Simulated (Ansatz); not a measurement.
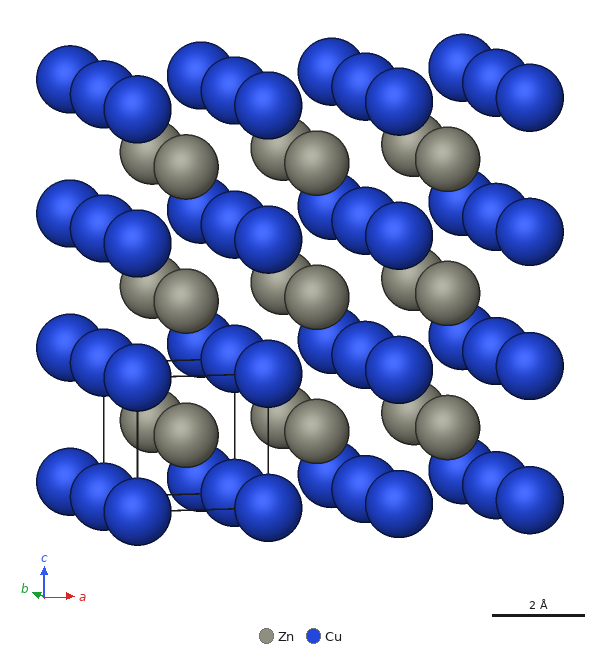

Reference structure: a symmetric starting cell of ZnCu. The picture is a spheres-only view of the cell of the calculation, repeated 3 × 2 × 3 with one cell outlined, seen slightly off an axis.

Level of theory: DFT PBEsol, scalar-relativistic, plane waves, PAW in Ansatz 0.2.0. (plane-wave cutoff 420 eV; k-point mesh 14 × 14 × 14; occupations gaussian; smearing width 0.1 eV; no spin polarisation)

Change: All lengths are scaled by −1.4 % (volume −4.0 %), the atoms keeping their fractional coordinates. No relaxation follows. The starting cell wasn't computed here and needn't be at equilibrium, so pressure and forces aren't due to the change alone.

What is the effect?

Answer. The pressure is 0.5 GPa (not all of it need come from the change, since the unchanged cell can be under pressure at this level too). All forces vanish by symmetry. Among the bonded contacts that change: Cu–Zn 2.550 → 2.516 Å. The space group stays Pm-3m (No. 221).

The changed structure in the same view:

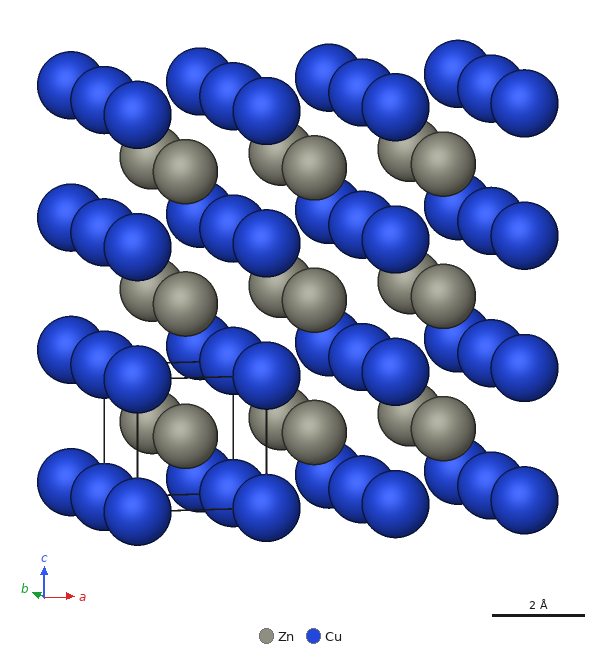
